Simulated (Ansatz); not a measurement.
Geometry relaxation of Al (part 2 of 2)

Al (slab, 10 atoms in the cell); DFT PBE, scalar-relativistic, plane waves, PAW, no spin polarisation (Ansatz 0.2.0); cutoff 420 eV, 12×12×1 k-mesh, Gaussian smearing of 0.1 eV. The structure derives from a Materials Project entry. It belongs to a series of runs on one base structure; here: (0 0 1) slab, atoms relaxed.

Geometry of the input (Å; fractional positions):
```
2.8543  0.0000  0.0000
-1.4272  2.4719  0.0000
0.0000  0.0000  36.1122
Al 0.3333  0.6667  0.2077
Al 0.0000  0.0000  0.2726
Al 0.6667  0.3333  0.3376
Al 0.0000  0.0000  0.4026
Al 0.3333  0.6667  0.4675
Al 0.0000  0.0000  0.5325
Al 0.6667  0.3333  0.5974
Al 0.0000  0.0000  0.6624
Al 0.3333  0.6667  0.7274
Al 0.0000  0.0000  0.7923
```

```
WARN: The output density's exchange-correlation potential varies sharply where the density is thin. Do not read a vacuum level from v_tot or v_xc, or from such a field of the output density. On a cell that repeats whose density bears no net charge and no dipole along the vacuum's axis use v_es (v_loc + v_h of the components); under efield.dipole_correction with no amplitude use v_es + v_field, which holds any external_charges[].barrier, or the levels of the report's work_function block, which leave it out; under a non-zero efield.amplitude the vacuum is tilted and has no level; on a cell that repeats and bears such a dipole with no correction it is tilted too, and efield.dipole_correction with no amplitude gives each side of its ramp a level where efield: is served; in a cell that repeats whose density bears a net charge (total_charge, or a fill off its count) it is curved and has none; of a slab under crystal.periodic whose density bears no net charge use v_es, which has a level on each side, short of where the two are joined; of another it falls or rises all the way out and has none; of a slab beside external_charges read slab_vacuum_level instead, which it has where they leave it neutral. The grid or the basis barely resolves most such structure, and the values can differ between equally converged runs; as a rule a tighter scf.convergence.dr2_threshold does not remove it. Where the density itself ripples (under the LDA too) a higher basis.ecutwfc lessens it. The files hold the spikes' plane waves up to the density's cutoff. Files: v_tot_of_output_density and the like, and their columns of v_z.tsv (output.write_potential); v_xc_of_output_density and the like, and their columns of v_comp_z.tsv (output.write_potential_components). Measured: with its Gaussian average of σ = 0.25 Å subtracted twice, the exchange-correlation potential is over 0.1 eV at 52 of the grid points where the equally averaged density (valence and model cores) is under 1e-3 e/Å³, and 0.227 eV at the most among them, at an averaged density of 7.5e-8 e/Å³. The input density's (outcome.potential() and, of a run that writes arrays, v_tot and v_xc) is over 0.1 eV, so measured, at 1 points of its own thin density, 0.129 eV at the most. See output.write_potential in the manual, Limitations
SCF converged after 6 iterations
Free energy (F): -5374.193837 eV
Harris-Foulkes:  -5374.193837 eV  (|F-HF|=5.65e-9)
Internal energy: -5374.171472 eV  (E = F + TS)
E sigma→0 (E₀):  -5374.182654 eV
Entropy (-TS):   -0.022365 eV (-2.236 meV/atom)
Fermi energy:    3.733569 eV
Dipole field:    D = 0.000585 V/Å  (p = 0.000824 e·Å, saw-weighted, corrected)
Work function:   Φ+ = 4.0229 eV   Φ− = 4.0441 eV
Levels:          The Fermi level and band energies are counted from a zero that moves with the ramp; work functions are not
--- Per-component energies (eV) ---
  E_band       = -16.524511
  E_kinetic    = 223.893102
  E_local      = -8596.766598  (includes V_loc(G=0)·N_el)
  E_nonlocal   = 103.981261
  E_hartree    = 4287.782038
  E_xc         = -395.207084
  E_vxc        = -286.676321  (∫ρ·V_xc dr)
  E_paw        = -4673.234251  (= ΣΔE_a)
  E_vpaw       = -36.517350  (= ΣTr[D̂ρ^β])
  E_aug_tail   = -0.000022  (compensation charges beyond the density's cutoff)
  E_efield     = 0.000000  (sawtooth field / dipole correction)
  E_vefield    = 0.000000  (∫n·V_field dr)
  E_ewald      = 3675.380082
  E_smearing   = -0.022365  (= −TS)
  E_closure    = -0.000000  (closes the sum)
  Σ components = -5374.193837   (vs F -5374.193837, Δ=0.00e0)
--- Forces (eV/Å), atoms counted from 1 ---
  atom   1  Al     0.00000000    -0.00000000     0.00204291
  atom   2  Al     0.00000000     0.00000000     0.00181416
  atom   3  Al    -0.00000000     0.00000000     0.00220530
  atom   4  Al     0.00000000    -0.00000000    -0.00078894
  atom   5  Al     0.00000000    -0.00000000    -0.00476924
  atom   6  Al     0.00000000    -0.00000000     0.00451722
  atom   7  Al    -0.00000000     0.00000000     0.00210750
  atom   8  Al     0.00000000    -0.00000000    -0.00498750
  atom   9  Al     0.00000000    -0.00000000     0.00110834
  atom  10  Al    -0.00000000     0.00000000    -0.00324436
  max |Σ_I F_I| component: 5.38e-6 eV/Å
--- Band table (eV; the first three rows and the last of 19) ---
  k-point 0: bands = ["-7.3088", "-7.0997", "-6.7949", "-6.3459", "-5.7969", "-5.1403", "-4.3798", "-3.4798", "-2.4883", "-1.3555", "-0.2949", "1.0238", "2.3508", "3.7246", "5.0784", "6.3378", "7.1841", "7.9524", "8.1354", "9.5232", "9.6461", "11.4606", "11.5471", "13.6441", "13.6532"]
  k-point 1: bands = ["-7.1408", "-6.9319", "-6.6275", "-6.1789", "-5.6304", "-4.9745", "-4.2147", "-3.3156", "-2.3248", "-1.1917", "-0.1377", "1.1817", "2.5070", "3.8786", "5.2303", "6.4896", "7.3440", "8.1091", "8.2915", "9.6662", "9.7841", "11.5330", "11.6002", "11.9134", "12.1411"]
  k-point 2: bands = ["-6.6382", "-6.4299", "-6.1264", "-5.6792", "-5.1323", "-4.4784", "-3.7209", "-2.8244", "-1.8363", "-0.7030", "0.3332", "1.6525", "2.9708", "4.3321", "5.6704", "6.9162", "7.7887", "8.4743", "8.6463", "8.9580", "9.0120", "9.2479", "9.6188", "10.0952", "10.2151"]
  k-point 18: bands = ["0.4204", "0.5695", "0.5706", "0.6105", "0.7553", "0.7706", "0.8729", "1.0337", "1.0420", "1.2157", "1.4207", "1.4350", "1.7206", "1.8508", "1.9953", "2.6972", "2.7302", "2.9929", "3.2359", "3.3237", "3.5729", "3.9679", "4.3773", "4.8377", "5.2967"]
--- Relaxed structure (3 steps of the walk, 3 accepted, 0 SCFs on fresh bases) ---
  F+E_penalty+E_count = -5374.19383653 eV   max|allowed force component| = 4.988e-3 eV/Å
  atoms:
    - { symbol: Al, position: [0.3333333333333333, 0.6666666666666666, 0.20885148767179332] }
    - { symbol: Al, position: [-1.423938012509831e-17, -1.6653345371558388e-17, 0.2738484986765592] }
    - { symbol: Al, position: [0.6666666666666666, 0.3333333333333333, 0.3383340665350357] }
    - { symbol: Al, position: [-1.456605005222708e-17, -1.665334537155839e-17, 0.4030680681089589] }
    - { symbol: Al, position: [0.3333333333333333, 0.6666666666666666, 0.4677907300667525] }
    - { symbol: Al, position: [-1.5010187341997388e-17, -1.665334537155839e-17, 0.5320367510146334] }
    - { symbol: Al, position: [0.6666666666666666, 0.3333333333333333, 0.5966283082302422] }
    - { symbol: Al, position: [-1.5178416693896502e-17, -1.6653345371558394e-17, 0.6615947176031614] }
    - { symbol: Al, position: [0.3333333333333333, 0.6666666666666666, 0.7259881668658693] }
    - { symbol: Al, position: [-1.501584657771986e-17, -1.6653345371558397e-17, 0.7918592052269942] }
```

## Trajectory as extended XYZ (Å, eV, eV/Å), 3 frames, from step=1 to step=3
```
10
Lattice="2.8543 0.0000 0.0000 -1.4272 2.4719 0.0000 0.0000 0.0000 36.1122" Properties=species:S:1:pos:R:3:forces:R:3 step=1 energy=-5374.19037
Al    0.0000    1.6479    7.5000    0.0000   0.0000  -0.0053
Al    0.0000    0.0000    9.8458    0.0000   0.0000   0.0450
Al    1.4272    0.8240   12.1916    0.0000   0.0000  -0.0227
Al    0.0000    0.0000   14.5374    0.0000   0.0000   0.0061
Al    0.0000    1.6479   16.8832    0.0000   0.0000   0.0392
Al    0.0000    0.0000   19.2290    0.0000   0.0000  -0.0278
Al    1.4272    0.8240   21.5748    0.0000   0.0000  -0.0393
Al    0.0000    0.0000   23.9206    0.0000   0.0000   0.0558
Al    0.0000    1.6479   26.2664    0.0000   0.0000  -0.1309
Al    0.0000    0.0000   28.6122    0.0000   0.0000   0.0799
10
Lattice="2.8543 0.0000 0.0000 -1.4272 2.4719 0.0000 0.0000 0.0000 36.1122" Properties=species:S:1:pos:R:3:forces:R:3 step=2 energy=-5374.19347
Al    0.0000    1.6479    7.5342    0.0000   0.0000   0.0107
Al    0.0000    0.0000    9.8848    0.0000   0.0000  -0.0109
Al    1.4272    0.8240   12.2129    0.0000   0.0000   0.0142
Al    0.0000    0.0000   14.5546    0.0000   0.0000  -0.0059
Al    0.0000    1.6479   16.8939    0.0000   0.0000  -0.0111
Al    0.0000    0.0000   19.2122    0.0000   0.0000   0.0056
Al    1.4272    0.8240   21.5449    0.0000   0.0000   0.0180
Al    0.0000    0.0000   23.8974    0.0000   0.0000  -0.0339
Al    0.0000    1.6479   26.2181    0.0000   0.0000   0.0421
Al    0.0000    0.0000   28.6080    0.0000   0.0000  -0.0289
10
Lattice="2.8543 0.0000 0.0000 -1.4272 2.4719 0.0000 0.0000 0.0000 36.1122" Properties=species:S:1:pos:R:3:forces:R:3 step=3 energy=-5374.19384
Al    0.0000    1.6479    7.5421    0.0000   0.0000   0.0020
Al    0.0000    0.0000    9.8893    0.0000   0.0000   0.0018
Al    1.4272    0.8240   12.2180    0.0000   0.0000   0.0022
Al    0.0000    0.0000   14.5557    0.0000   0.0000  -0.0008
Al    0.0000    1.6479   16.8929    0.0000   0.0000  -0.0048
Al    0.0000    0.0000   19.2130    0.0000   0.0000   0.0045
Al    1.4272    0.8240   21.5456    0.0000   0.0000   0.0021
Al    0.0000    0.0000   23.8916    0.0000   0.0000  -0.0050
Al    0.0000    1.6479   26.2170    0.0000   0.0000   0.0011
Al    0.0000    0.0000   28.5958    0.0000   0.0000  -0.0032
```

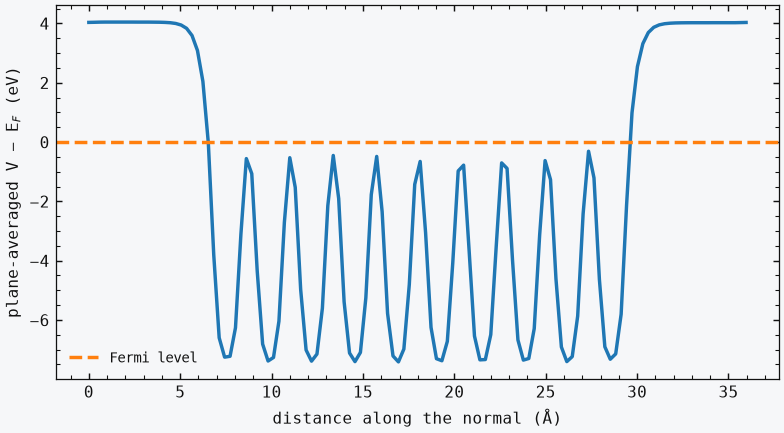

Figure 1. Plane average of the electrostatic potential energy of an electron across the cell, from the Fermi level. The vacuum level lies 4.02 eV above the Fermi level on the upper side and 4.04 eV on the lower.

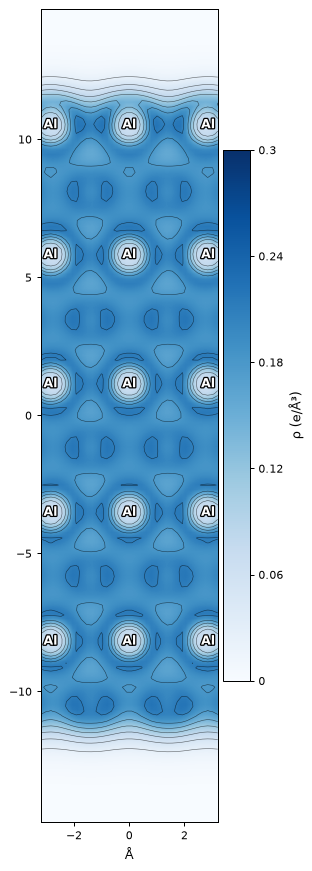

Figure 2. Valence pseudo-density on the (11̄0) plane of the calculation cell, a cut from vacuum to vacuum. Al–Al (2.85 Å): ρ at the midpoint is about 0.2 e/Å³. The density dies away to nearly zero in the vacuum. Core electrons are frozen (PAW), so the fields are smoothed inside the atomic spheres.

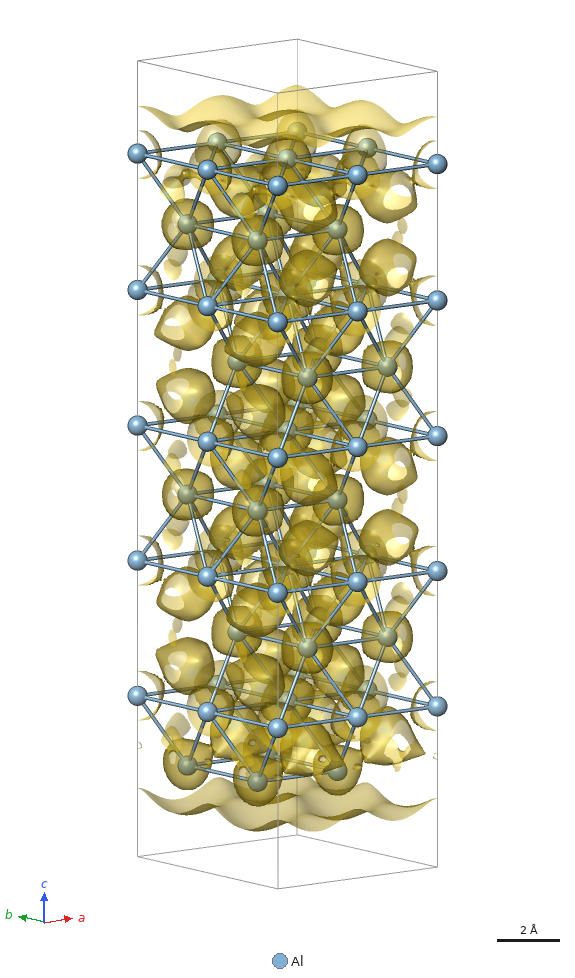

Figure 3. Isosurface of the ELF at 0.5 (yellow), seen at an oblique angle. Only the valence region is drawn (cores and ρ < 0.01 e/Å³ removed). Sticks mark near contacts. Values along the shortest contacts: Al–Al (2.85 Å): the ELF peaks at about 0.65 between the atoms. Al–Al (2.89 Å): the ELF is about 0.60 at the midpoint (metallic bonding.

## Results in brief

| quantity | value |
| --- | --- |
| outcome | converged |
| electrons treated | 30 |
| free energy | −5374.1938 eV |
| work function, top face | 4.02 eV |
| work function, bottom face | 4.04 eV |
| Fermi energy | 3.734 eV |
| gap on the k-point mesh | none (metallic) |
| final volume | 254.79 Å³ |
| work function (upper face) | 4.02 eV |
| largest force (length of the vector) at the end | 0.005 eV/Å |
| hardware | 1 thread of AMD EPYC 7571, 32 GiB of memory available, shared host |
| wall time | 1.8 min |
| peak memory | 0.5 GiB |

The program warns: the exchange-correlation potential is rough where the density is thin.
